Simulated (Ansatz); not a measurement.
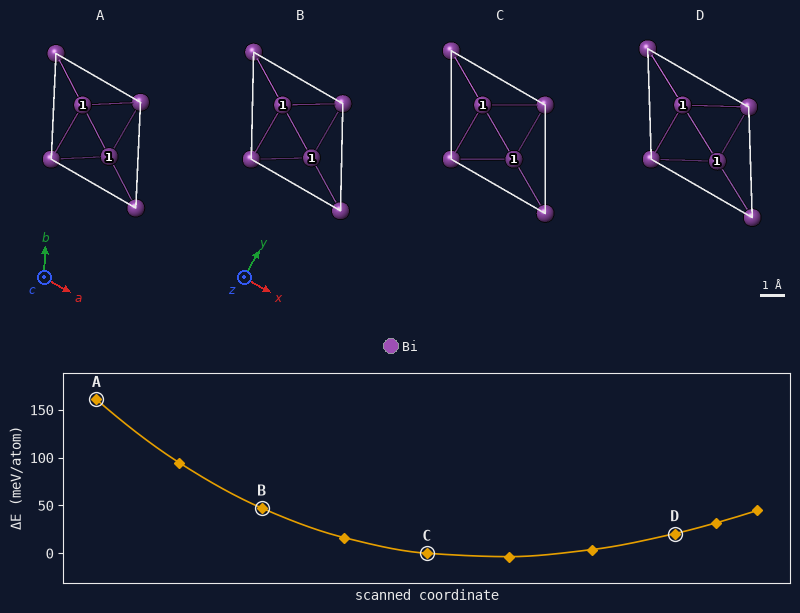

Frames of a one-coordinate scan of a crystal of Bi (R-3m). x, y and z are the Cartesian axes of the input. Style: ball-and-stick. Shown: the conventional cell (3 times the calculation's cell), repeated 1 × 1 × 1 with one cell outlined, along the c axis. Lengths and directions refer to the drawn axes.

Theory: DFT PBE, scalar-relativistic, plane waves, PAW (Ansatz 0.2.0). (plane-wave cutoff 420 eV; k-point mesh 12 × 12 × 12; occupations gaussian; smearing width 0.15 eV; no spin polarisation). Energies (free energies at the smearing named) are counted from the cell as listed in its source, which wasn't relaxed.

What is being scanned?

Answer. The cell is strained along x alone, with the atoms kept at their fractional coordinates. In the frames the strain is −0.10 (A), −0.05 (B), 0.00 (C), 0.075 (D). The lowest computed point lies at the strain 0.025 (−3.6 meV/atom). The end points stand at 160.9 meV/atom (−0.10) and 44.8 meV/atom (0.10). The unrelaxed reference is under a pressure of 1.8 GPa, which tilts the curve. The distortion takes the space group from R-3m to C2/m. At the strain −0.10 the cell of the drawing goes a 4.546 → 4.091 Å, b 4.546 → 4.437 Å, γ 120.0° → 117.5°.
